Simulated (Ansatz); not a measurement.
## Conductance against length: SiH2(OSiH2)1 chain with amine ends, between Au (111) faces with adatoms, and longer members

Wanted: G and thermopower along the series, and a fit against length.

Program: Ansatz 0.2.0. Level of theory: DFT PBE, plane waves, PAW; relaxation of a junction, electrodes held but for their tips, in the first sound run; inputs show where later runs differ. Results are calculated unless marked as measured.

## Step 1: Set-up

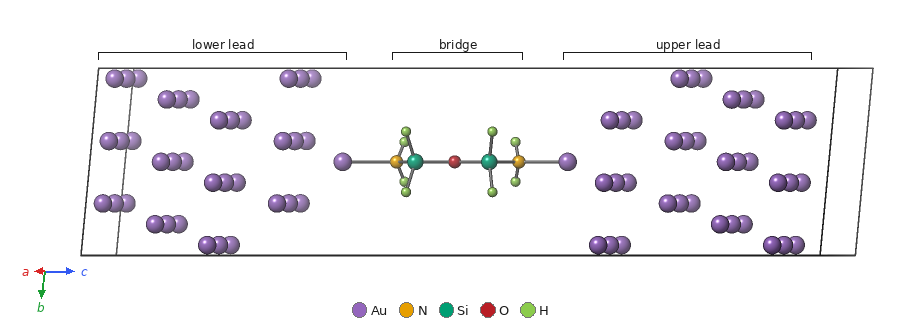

The starting structure, seen from the side, with the c axis across the page (gold purple, nitrogen orange, silicon teal, oxygen red, hydrogen green).

The cell holds 87 atoms: 74 Au, 2 N, 2 Si, 1 O and 8 H. Its edges and angles: a = 8.825 Å, b = 8.825 Å, c = 30.593 Å, α = 90.0°, β = 90.0°, γ = 60.0°. Electrodes: Au (111) 3x3 face with an adatom; the apex atoms were set 9.313 Å apart; the free molecule is N[SiH2]O[SiH2]N. Regions: lower lead, 37 atoms (37 Au); bridge, 13 atoms (2 N, 2 Si, 1 O and 8 H); upper lead, 37 atoms (37 Au). The structure is stacked along c, and the current runs across the ab planes.

## Step 2: Relaxation of the scattering region, 87 atoms, molecule siloxane 1, amine ends, units 1

The bridge and the electrodes' tips relax, while 72 atoms stay at the lead's spacing, so that the ends still repeat as a lead.

Contents of input.yaml:

```yaml
crystal:
  lattice:
    - [8.8246926292, 0.0, 0.0]
    - [4.4123463146, 7.6424079975, 0.0]
    - [0.0, 0.0, 30.592687203]
  atoms:
    - { symbol: Au, position: [0.722222222, 0.722222222, 0.0] }
    - { symbol: Au, position: [0.722222222, 0.055555556, 0.0] }
    - { symbol: Au, position: [0.722222222, 0.388888889, 0.0] }
    - { symbol: Au, position: [0.055555556, 0.722222222, 0.0] }
    - { symbol: Au, position: [0.055555556, 0.055555556, 0.0] }
    - { symbol: Au, position: [0.055555556, 0.388888889, 0.0] }
    - { symbol: Au, position: [0.388888889, 0.722222222, 0.0] }
    - { symbol: Au, position: [0.388888889, 0.055555556, 0.0] }
    - { symbol: Au, position: [0.388888889, 0.388888889, 0.0] }
    - { symbol: Au, position: [0.833333333, 0.833333333, 0.07850821] }
    - { symbol: Au, position: [0.833333333, 0.166666667, 0.07850821] }
    - { symbol: Au, position: [0.833333333, 0.5, 0.07850821] }
    - { symbol: Au, position: [0.166666667, 0.833333333, 0.07850821] }
    - { symbol: Au, position: [0.166666667, 0.166666667, 0.07850821] }
    - { symbol: Au, position: [0.166666667, 0.5, 0.07850821] }
    - { symbol: Au, position: [0.5, 0.833333333, 0.07850821] }
    - { symbol: Au, position: [0.5, 0.166666667, 0.07850821] }
    - { symbol: Au, position: [0.5, 0.5, 0.07850821] }
    - { symbol: Au, position: [0.944444444, 0.944444444, 0.157016421] }
    - { symbol: Au, position: [0.944444444, 0.277777778, 0.157016421] }
    - { symbol: Au, position: [0.944444444, 0.611111111, 0.157016421] }
    - { symbol: Au, position: [0.277777778, 0.944444444, 0.157016421] }
    - { symbol: Au, position: [0.277777778, 0.277777778, 0.157016421] }
    - { symbol: Au, position: [0.277777778, 0.611111111, 0.157016421] }
    - { symbol: Au, position: [0.611111111, 0.944444444, 0.157016421] }
    - { symbol: Au, position: [0.611111111, 0.277777778, 0.157016421] }
    - { symbol: Au, position: [0.611111111, 0.611111111, 0.157016421] }
    - { symbol: Au, position: [0.055555556, 0.055555556, 0.235524631] }
    - { symbol: Au, position: [0.055555556, 0.388888889, 0.235524631] }
    - { symbol: Au, position: [0.055555556, 0.722222222, 0.235524631] }
    - { symbol: Au, position: [0.388888889, 0.055555556, 0.235524631] }
    - { symbol: Au, position: [0.388888889, 0.388888889, 0.235524631] }
    - { symbol: Au, position: [0.388888889, 0.722222222, 0.235524631] }
    - { symbol: Au, position: [0.722222222, 0.055555556, 0.235524631] }
    - { symbol: Au, position: [0.722222222, 0.388888889, 0.235524631] }
    - { symbol: Au, position: [0.722222222, 0.722222222, 0.235524631] }
    - { symbol: Au, position: [0.5, 0.5, 0.308537266] }
    - { symbol: "N", position: [0.428902914, 0.500036613, 0.377973051] }
    - { symbol: Si, position: [0.583219264, 0.500026985, 0.410723344] }
    - { symbol: O, position: [0.513863037, 0.500028075, 0.460745813] }
    - { symbol: Si, position: [0.583225448, 0.50001713, 0.510768038] }
    - { symbol: "N", position: [0.428921545, 0.50000318, 0.543518575] }
    - { symbol: H, position: [0.311677677, 0.605999693, 0.385614192] }
    - { symbol: H, position: [0.417606217, 0.394098133, 0.385619401] }
    - { symbol: H, position: [0.750564948, 0.33843827, 0.402288097] }
    - { symbol: H, position: [0.588991082, 0.661609051, 0.402288808] }
    - { symbol: H, position: [0.750578146, 0.338431664, 0.519200854] }
    - { symbol: H, position: [0.58898699, 0.661602047, 0.51920558] }
    - { symbol: H, position: [0.41764853, 0.394049449, 0.53587366] }
    - { symbol: H, position: [0.311687804, 0.605950457, 0.535874784] }
    - { symbol: Au, position: [0.5, 0.5, 0.612954523] }
    - { symbol: Au, position: [0.277777778, 0.277777778, 0.685967159] }
    - { symbol: Au, position: [0.277777778, 0.611111111, 0.685967159] }
    - { symbol: Au, position: [0.277777778, 0.944444444, 0.685967159] }
    - { symbol: Au, position: [0.611111111, 0.277777778, 0.685967159] }
    - { symbol: Au, position: [0.611111111, 0.611111111, 0.685967159] }
    - { symbol: Au, position: [0.611111111, 0.944444444, 0.685967159] }
    - { symbol: Au, position: [0.944444444, 0.277777778, 0.685967159] }
    - { symbol: Au, position: [0.944444444, 0.611111111, 0.685967159] }
    - { symbol: Au, position: [0.944444444, 0.944444444, 0.685967159] }
    - { symbol: Au, position: [0.388888889, 0.388888889, 0.764475369] }
    - { symbol: Au, position: [0.388888889, 0.722222222, 0.764475369] }
    - { symbol: Au, position: [0.388888889, 0.055555556, 0.764475369] }
    - { symbol: Au, position: [0.722222222, 0.388888889, 0.764475369] }
    - { symbol: Au, position: [0.722222222, 0.722222222, 0.764475369] }
    - { symbol: Au, position: [0.722222222, 0.055555556, 0.764475369] }
    - { symbol: Au, position: [0.055555556, 0.388888889, 0.764475369] }
    - { symbol: Au, position: [0.055555556, 0.722222222, 0.764475369] }
    - { symbol: Au, position: [0.055555556, 0.055555556, 0.764475369] }
    - { symbol: Au, position: [0.5, 0.5, 0.842983579] }
    - { symbol: Au, position: [0.5, 0.833333333, 0.842983579] }
    - { symbol: Au, position: [0.5, 0.166666667, 0.842983579] }
    - { symbol: Au, position: [0.833333333, 0.5, 0.842983579] }
    - { symbol: Au, position: [0.833333333, 0.833333333, 0.842983579] }
    - { symbol: Au, position: [0.833333333, 0.166666667, 0.842983579] }
    - { symbol: Au, position: [0.166666667, 0.5, 0.842983579] }
    - { symbol: Au, position: [0.166666667, 0.833333333, 0.842983579] }
    - { symbol: Au, position: [0.166666667, 0.166666667, 0.842983579] }
    - { symbol: Au, position: [0.611111111, 0.611111111, 0.92149179] }
    - { symbol: Au, position: [0.611111111, 0.944444444, 0.92149179] }
    - { symbol: Au, position: [0.611111111, 0.277777778, 0.92149179] }
    - { symbol: Au, position: [0.944444444, 0.611111111, 0.92149179] }
    - { symbol: Au, position: [0.944444444, 0.944444444, 0.92149179] }
    - { symbol: Au, position: [0.944444444, 0.277777778, 0.92149179] }
    - { symbol: Au, position: [0.277777778, 0.611111111, 0.92149179] }
    - { symbol: Au, position: [0.277777778, 0.944444444, 0.92149179] }
    - { symbol: Au, position: [0.277777778, 0.277777778, 0.92149179] }
kpoints:
  mp_grid: { grid: [2, 2, 1] }
scf:
  occupations: { method: fermi_dirac, width: 0.1 }
hamiltonian:
  xc: pbe
relax:
  constraints:
    - { sites: [0, 1, 2, 3, 4, 5, 6, 7, 8, 9, 10, 11, 12, 13, 14, 15, 16, 17, 18, 19, 20, 21, 22, 23, 24, 25, 26, 27, 28, 29, 30, 31, 32, 33, 34, 35, 51, 52, 53, 54, 55, 56, 57, 58, 59, 60, 61, 62, 63, 64, 65, 66, 67, 68, 69, 70, 71, 72, 73, 74, 75, 76, 77, 78, 79, 80, 81, 82, 83, 84, 85, 86] }
  f_tol: 0.05
  max_steps: 35
```

The run is started by

```console
ansatz run input.yaml --threads 16 --pin off --max-ram 61440MiB --backend cuda --events-out ev --progress --plain --runs-dir out --max-vram 78GiB
```

Numbers of over 12 decimals in the logs are rounded to 6 here.

Log:

```text
Engine: ansatz 0.2.0, aarch64-unknown-linux-gnu
Pseudopotentials: kind: paw
Pseudopotential: Au, paw, valence charge 19, recommended cutoff 420 eV (normal), Au.paw.azcp
Pseudopotential: N, paw, valence charge 5, recommended cutoff 420 eV (normal), N.paw.azcp
Pseudopotential: Si, paw, valence charge 4, recommended cutoff 420 eV (normal), Si.paw.azcp
Pseudopotential: O, paw, valence charge 6, recommended cutoff 420 eV (normal), O.paw.azcp
Pseudopotential: H, paw, valence charge 1, recommended cutoff 420 eV (normal), H.paw.azcp
Functional definition: PBE
  parameter kappa = 0.804
  parameter beta = 0.066725
  exchange = pbe_x(kappa = kappa, mu = beta*pi^2/3)
  correlation = pbe_c(beta = beta)
[...]
Crystal: 87 atoms, lattice volume = 2063.229 Å³
Basis set: ecut = 420 eV, 40321 PW (Γ), exchange–correlation on 120×120×432 points (8 copies of the dense FFT grid, shifted against one another)
Bands: 863, of which v1, the nominal top of the filled ones, is band 719 counted from 1 (718 counted from 0)
Symmetry: 1 space group operations
Space group: P1 (ITA 1), of the structure as read, at distance tolerance 1.3e-4 Å
k-points: 4
Non-local potential: Au, projectors of the file, l = 0: 3, l = 1: 2, l = 2: 2, l = 3: 1
Non-local potential: N, projectors of the file, l = 0: 2, l = 1: 2, l = 2: 1
Non-local potential: Si, projectors of the file, l = 0: 2, l = 1: 2, l = 2: 2
Non-local potential: O, projectors of the file, l = 0: 2, l = 1: 2, l = 2: 1
Non-local potential: H, projectors of the file, l = 0: 2, l = 1: 1
PAW form: soft (Blöchl's): semilocal exchange-correlation on the pseudo side does not see the compensation charge
PAW one-centre angular grid: Au, 590 points (default); XC on 64 Gauss nodes
PAW one-centre angular grid: N, 110 points (default); XC on 64 Gauss nodes
PAW one-centre angular grid: Si, 110 points (default); XC on 64 Gauss nodes
PAW one-centre angular grid: O, 110 points (default); XC on 64 Gauss nodes
PAW one-centre angular grid: H, 110 points (default); XC on 64 Gauss nodes
Initial density: superposition of atomic densities (neutral atoms: chi_scale 0, normalization atom), corrected by the library's trained network
Initial wavefunctions: pseudopotential atomic-orbital guess
[...]
Functional: x = pbe(κ = 0.804, μ = 0.219515), c = pbe(β = 0.066725)
SCF iter   1: F=—  HF=-975779.770960 eV  |F-HF|=—  |Δ(HF+E_count)|=         —  Δρ=3.80e-3  dr2=6.80e0  ethr=1.77e-3  ⟨swp⟩=6.0  Hψ=13005  notcnv=0  defer=110
preconditioner: auto → LDOS  [metal: Δε(μ)=0.127 eV  Ē_g=9.053 eV  σ=0.100 eV  W_gap=0.30  n_scr=600 (ndim 8)  ℏωp=23.8 eV  f_vac=0.291  D(μ)=39.20/eV (n_scr^D=240)  β→1.0]
SCF iter   2: F=—  HF=-975779.499733 eV  |F-HF|=—  |Δ(HF+E_count)|=   2.71e-1  Δρ=3.66e-3  dr2=5.35e-1  ethr=4.73e-4  ⟨swp⟩=2.5  Hψ=5834  notcnv=0  defer=419
[...]
SCF iter   7: F=-975779.366243 eV  HF=-975779.366283 eV  |F-HF|=4.04e-5  |Δ(HF+E_count)|=   4.07e-5  Δρ=2.12e-5  dr2=4.42e-5  ethr=4.35e-9  ⟨swp⟩=3.0  Hψ=11163  notcnv=0
SCF 1 converged in 7 iterations: F = -975779.366243 eV  dr2 = 4.42e-5
  greatest PAW one-centre occupation: 1.000 electrons in one spin orbital (limit 2), on the Au atom at site 34 (counted from 0), in its partial waves of l = 0
relax step   1: F+E_penalty+E_count = -975779.36624260 eV  Δ(F+E_penalty+E_count) = +0.000e0 eV  max|allowed force component| = 1.548e0 eV/Å  Δτ_max = 0.0000 Å  (7 SCF iters, dr2 threshold 6.25e-5 eV, accepted)
[...]
iter 1 solved again at ethr=2.50e-5 eV; its pass at ethr=3.10e-3 eV (dr2=3.59e-1 eV) is discarded
SCF iter   1: F=—  HF=-975779.661889 eV  |F-HF|=—  |Δ(HF+E_count)|=         —  Δρ=6.02e-3  dr2=3.60e-1  ethr=2.50e-5  ⟨swp⟩=1.0  Hψ=13122  notcnv=0  defer=296
preconditioner: auto → LDOS  [metal: Δε(μ)=0.119 eV  Ē_g=8.931 eV  σ=0.100 eV  W_gap=0.29  n_scr=600 (ndim 8)  ℏωp=23.8 eV  f_vac=0.291  D(μ)=37.36/eV (n_scr^D=214)  β→1.0]
SCF iter   2: F=—  HF=-975779.684374 eV  |F-HF|=—  |Δ(HF+E_count)|=   2.25e-2  Δρ=1.58e-3  dr2=7.99e-2  ethr=2.50e-5  ⟨swp⟩=3.0  Hψ=7573  notcnv=0  defer=296
[...]
SCF iter   6: F=-975779.661154 eV  HF=-975779.661156 eV  |F-HF|=2.87e-6  |Δ(HF+E_count)|=   8.72e-6  Δρ=1.52e-5  dr2=4.71e-6  ethr=3.68e-9  ⟨swp⟩=4.0  Hψ=9624  notcnv=0
SCF 2 converged in 6 iterations: F = -975779.661154 eV  dr2 = 4.71e-6
[...]
relax step   2: F+E_penalty+E_count = -975779.66115353 eV  Δ(F+E_penalty+E_count) = -2.949e-1 eV  max|allowed force component| = 8.216e-1 eV/Å  Δτ_max = 0.1611 Å  (6 SCF iters, dr2 threshold 1.00e-4 eV, accepted)
[...]
SCF 3 converged in 6 iterations: F = -975779.760514 eV  dr2 = 4.93e-7
relax step   3: F+E_penalty+E_count = -975779.76051446 eV  Δ(F+E_penalty+E_count) = -9.936e-2 eV  max|allowed force component| = 4.004e-1 eV/Å  Δτ_max = 0.0704 Å  (6 SCF iters, dr2 threshold 4.22e-5 eV, accepted)
[...]
relax step   4: F+E_penalty+E_count = -975779.81918061 eV  Δ(F+E_penalty+E_count) = -5.867e-2 eV  max|allowed force component| = 1.737e-1 eV/Å  Δτ_max = 0.1662 Å  (6 SCF iters, dr2 threshold 3.81e-5 eV, accepted)
[...]
relax step   5: F+E_penalty+E_count = -975779.82185721 eV  Δ(F+E_penalty+E_count) = -2.677e-3 eV  max|allowed force component| = 6.184e-2 eV/Å  Δτ_max = 0.0238 Å  (5 SCF iters, dr2 threshold 5.68e-6 eV, accepted)
[...]
relax step   6: F+E_penalty+E_count = -975779.82230556 eV  Δ(F+E_penalty+E_count) = -4.484e-4 eV  max|allowed force component| = 7.111e-2 eV/Å  Δτ_max = 0.0579 Å  (7 SCF iters, accepted)
[...]
SCF 7 converged in 6 iterations: F = -975779.824212 eV  dr2 = 7.69e-8
relax step   7: F+E_penalty+E_count = -975779.82421247 eV  Δ(F+E_penalty+E_count) = -1.907e-3 eV  max|allowed force component| = 9.675e-3 eV/Å  Δτ_max = 0.0209 Å  (6 SCF iters, accepted)
SCF converged after 6 iterations
[...]
- { symbol: Au, position: [0.055556, 0.388889, 0.235525] }
    - { symbol: Au, position: [0.055556, 0.722222222, 0.235525] }
    - { symbol: Au, position: [0.388889, 0.055556, 0.235525] }
    - { symbol: Au, position: [0.388889, 0.388889, 0.235525] }
    - { symbol: Au, position: [0.388889, 0.722222222, 0.235525] }
    - { symbol: Au, position: [0.722222222, 0.055556, 0.235525] }
    - { symbol: Au, position: [0.722222, 0.388889, 0.235525] }
    - { symbol: Au, position: [0.722222, 0.722222222, 0.235525] }
    - { symbol: Au, position: [0.510779, 0.494921, 0.306222] }
    - { symbol: N, position: [0.418514, 0.507848, 0.376410] }
    - { symbol: Si, position: [0.588909, 0.498982, 0.408386] }
    - { symbol: O, position: [0.544853, 0.500047, 0.460745] }
    - { symbol: Si, position: [0.587869, 0.501066, 0.513104] }
    - { symbol: N, position: [0.426351, 0.492180, 0.545081] }
    - { symbol: H, position: [0.300431, 0.620876, 0.377422] }
    - { symbol: H, position: [0.397393, 0.404406, 0.378552] }
    - { symbol: H, position: [0.749441, 0.331872, 0.397430] }
    - { symbol: H, position: [0.598350, 0.658009, 0.397512] }
    - { symbol: H, position: [0.756337, 0.342025, 0.523969] }
    - { symbol: H, position: [0.581306, 0.668161, 0.524069] }
    - { symbol: H, position: [0.421298, 0.379152, 0.544064] }
    - { symbol: H, position: [0.301787, 0.595621, 0.542942] }
    - { symbol: Au, position: [0.505701, 0.505074, 0.615270] }
    - { symbol: Au, position: [0.277778, 0.277777778, 0.685967] }
    - { symbol: Au, position: [0.277778, 0.611111111, 0.685967] }
    - { symbol: Au, position: [0.277778, 0.944444, 0.685967] }
    - { symbol: Au, position: [0.611111, 0.277777778, 0.685967] }
    - { symbol: Au, position: [0.611111111, 0.611111111, 0.685967] }
    - { symbol: Au, position: [0.611111, 0.944444, 0.685967] }
    - { symbol: Au, position: [0.944444, 0.277777778, 0.685967] }
    - { symbol: Au, position: [0.944444, 0.611111111, 0.685967] }
    - { symbol: Au, position: [0.944444444, 0.944444, 0.685967] }
    - { symbol: Au, position: [0.388889, 0.388889, 0.764475] }
    - { symbol: Au, position: [0.388889, 0.722222222, 0.764475] }
    - { symbol: Au, position: [0.388889, 0.055556, 0.764475] }
    - { symbol: Au, position: [0.722222, 0.388889, 0.764475] }
    - { symbol: Au, position: [0.722222, 0.722222222, 0.764475] }
    - { symbol: Au, position: [0.722222222, 0.055556, 0.764475] }
    - { symbol: Au, position: [0.055556, 0.388889, 0.764475] }
    - { symbol: Au, position: [0.055556, 0.722222222, 0.764475] }
    - { symbol: Au, position: [0.055555556, 0.055556, 0.764475] }
    - { symbol: Au, position: [0.500000, 0.500000, 0.842984] }
    - { symbol: Au, position: [0.500000, 0.833333, 0.842984] }
    - { symbol: Au, position: [0.500000, 0.166667, 0.842984] }
    - { symbol: Au, position: [0.833333, 0.500000, 0.842984] }
    - { symbol: Au, position: [0.833333333, 0.833333, 0.842984] }
    - { symbol: Au, position: [0.833333, 0.166667, 0.842984] }
    - { symbol: Au, position: [0.166667, 0.500000, 0.842984] }
    - { symbol: Au, position: [0.166667, 0.833333, 0.842984] }
    - { symbol: Au, position: [0.166667, 0.166667, 0.842984] }
    - { symbol: Au, position: [0.611111111, 0.611111111, 0.921492] }
    - { symbol: Au, position: [0.611111, 0.944444, 0.921492] }
    - { symbol: Au, position: [0.611111, 0.277777778, 0.921492] }
    - { symbol: Au, position: [0.944444, 0.611111111, 0.921492] }
    - { symbol: Au, position: [0.944444444, 0.944444, 0.921492] }
    - { symbol: Au, position: [0.944444, 0.277777778, 0.921492] }
    - { symbol: Au, position: [0.277778, 0.611111111, 0.921492] }
    - { symbol: Au, position: [0.277778, 0.944444, 0.921492] }
    - { symbol: Au, position: [0.277778, 0.277777778, 0.921492] }
```

The job ended after 14 s (1 × NVIDIA GB200 with 16 threads of Arm Neoverse V2, shared host; peak memory 1.9 GiB).

Step by step:

```tsv
step	energy less that of the first step (eV)	largest force component (eV/Å)
1	0.0000	1.5478
2	-0.2949	0.8216
3	-0.3943	0.4004
4	-0.4529	0.1737
5	-0.4556	0.0618
6	-0.4561	0.0711
7	-0.4580	0.0097
```

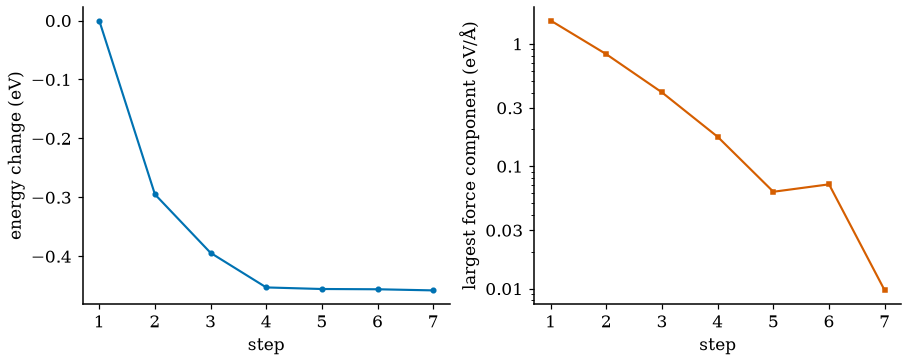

Energy and largest force along the relaxation.

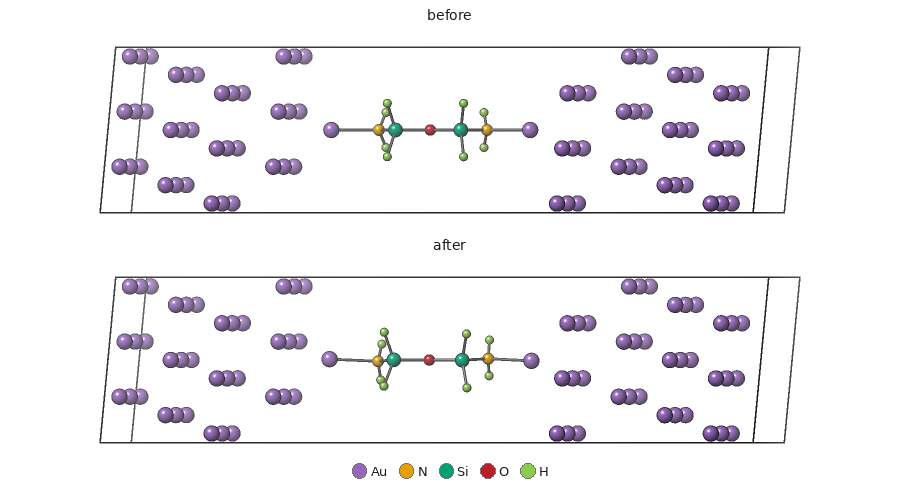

Before and after, at one scale.

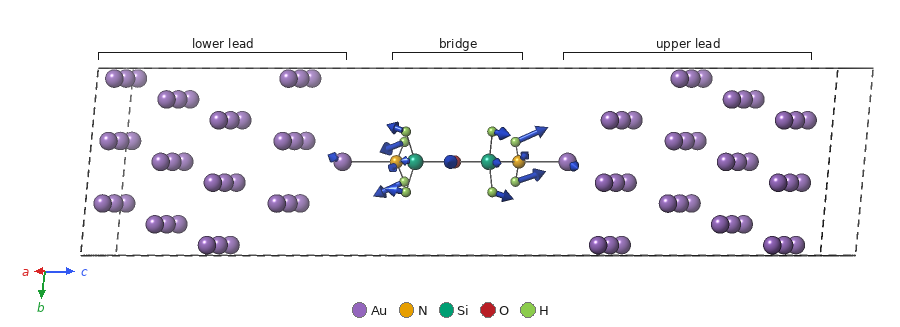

Displacements in the relaxation, exaggerated; the longest in the cell stands for 0.28 Å.

The atoms that moved most (Å):

```tsv
atom	dx	dy	dz	length
H49	-0.034	-0.114	0.251	0.277
H43	-0.034	0.114	-0.251	0.277
O40	0.274	0.000	0.000	0.274
H50	-0.133	-0.079	0.216	0.266
H44	-0.133	0.079	-0.216	0.266
H46	0.067	-0.028	-0.146	0.163
H47	0.067	0.027	0.146	0.163
H48	-0.039	0.050	0.149	0.162
```

This step gave:

* energy at zero smearing: -975779.2236 eV

The largest force component on a free atom ends at 0.010 eV/Å, under the limit of 0.05. The apex atoms end 9.45 Å apart, and their nearest bridge atoms lie at 2.28 Å (Au–N) and 2.28 Å (Au–N).

[end of part 1 of 4]

[Logs are printed without paths, hosts, clocks, repeated set-up lines and the standing remarks that a program may print on its own settings, such as how far it seeks lower states.]

[Hosts, paths, dates, database ids (printed as entryN), source tags and the programs' standing remarks are cut or masked in the printed files.]
